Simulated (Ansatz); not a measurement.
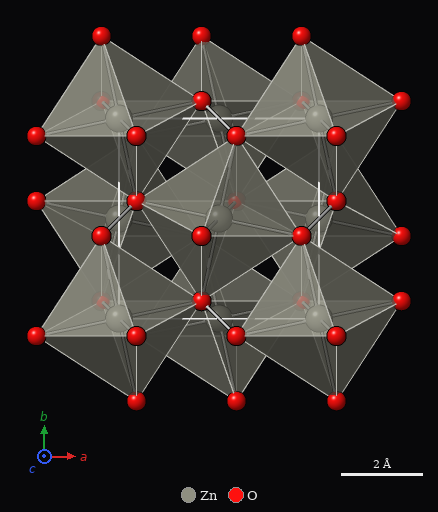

This is the input geometry for a relaxation of a crystal of ZnO₂ (set up in Pa-3). The picture is a polyhedral view of the cell of the calculation, seen along the c axis.

The calculation used Ansatz, DFT r2SCAN, scalar-relativistic, plane waves, PAW.

Input
```yaml
crystal:
  lattice:
    - [4.957327, 0.0, 0.0]
    - [0.0, 4.957327, 0.0]
    - [0.0, 0.0, 4.957327]
  atoms:
    - { symbol: Zn, position: [0.0, 0.5, 0.5] }
    - { symbol: Zn, position: [0.5, 0.5, 0.0] }
    - { symbol: Zn, position: [0.5, 0.0, 0.5] }
    - { symbol: Zn, position: [0.0, 0.0, 0.0] }
    - { symbol: O, position: [0.412583, 0.087417, 0.912583] }
    - { symbol: O, position: [0.087417, 0.912583, 0.412583] }
    - { symbol: O, position: [0.912583, 0.412583, 0.087417] }
    - { symbol: O, position: [0.587417, 0.587417, 0.587417] }
    - { symbol: O, position: [0.412583, 0.412583, 0.412583] }
    - { symbol: O, position: [0.087417, 0.587417, 0.912583] }
    - { symbol: O, position: [0.912583, 0.087417, 0.587417] }
    - { symbol: O, position: [0.587417, 0.912583, 0.087417] }
basis:
  ecutwfc: 500
kpoints:
  mp_grid: { grid: [6, 6, 6] }
hamiltonian:
  xc: r2scan
scf:
  occupations: { method: gaussian, width: 0.02 }
output:
  forces: true
  stress: true
  eigenvalues: true
  write_density: true
  write_potential: true
  elf: true
  volumetric_format: npy
relax:
  adjacent_minimum: "off"
  f_tol: 0.005
  max_steps: 80
  cell: { stress_tol: 0.05 }
```

Command:
```bash
ansatz run input.yaml --threads 2 --pin off --max-ram 5120MiB --backend cpu --events-out ev --progress --plain --runs-dir out
```

Predict the outcome.

Answer. Over 4 accepted moves (6 points after the start) the energy falls by 0.156 eV per cell of the calculation. The largest force component goes from 0.12 to under 0.0001 eV/Å. The pressure goes from −7.87 to 0.01 GPa. At 2 points the geometry stayed and the basis and grid were re-selected for the new cell (energy shift of 5.6 meV per cell of the calculation at most each time). The atoms keep their places relative to the cell (all moves are under 0.005 Å). The drawn cell changes as follows: a = b = c 4.957 → 4.873 Å (−1.7 %); the volume changes by −5.0 %. Near-neighbour distances that change, for instance: Zn1–O10 2.135 → 2.098 Å, O5–O12 1.501 → 1.481 Å. The space group stays Pa-3 (No. 205). Cost: 51 s on 2 threads of Oxide Virtual Turin-like Processor (Zen 5), on a shared host, peak memory 0.84 GiB.

History of the run:

```tsv
step	E − E(0), meV/atom	largest force component, eV/Å	pressure, GPa	volume, Å³/atom	note
0	0.00	0.1178	-7.87	10.152	
1	-11.16	0.0707	-3.37	9.837	
2	-13.44	0.0117	0.31	9.620	
3	-13.44	0.0049	0.00	9.640	
4	-12.97	0.0051	0.02	9.640	same geometry, new basis
5	-12.97	0.0001	0.01	9.640	
6	-12.97	0.0001	0.01	9.640	same geometry, new basis
```

The end point in the same view:

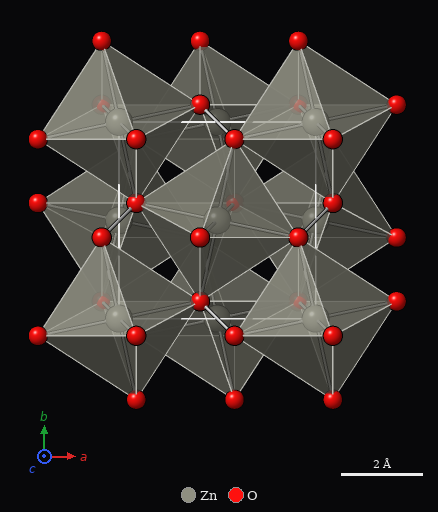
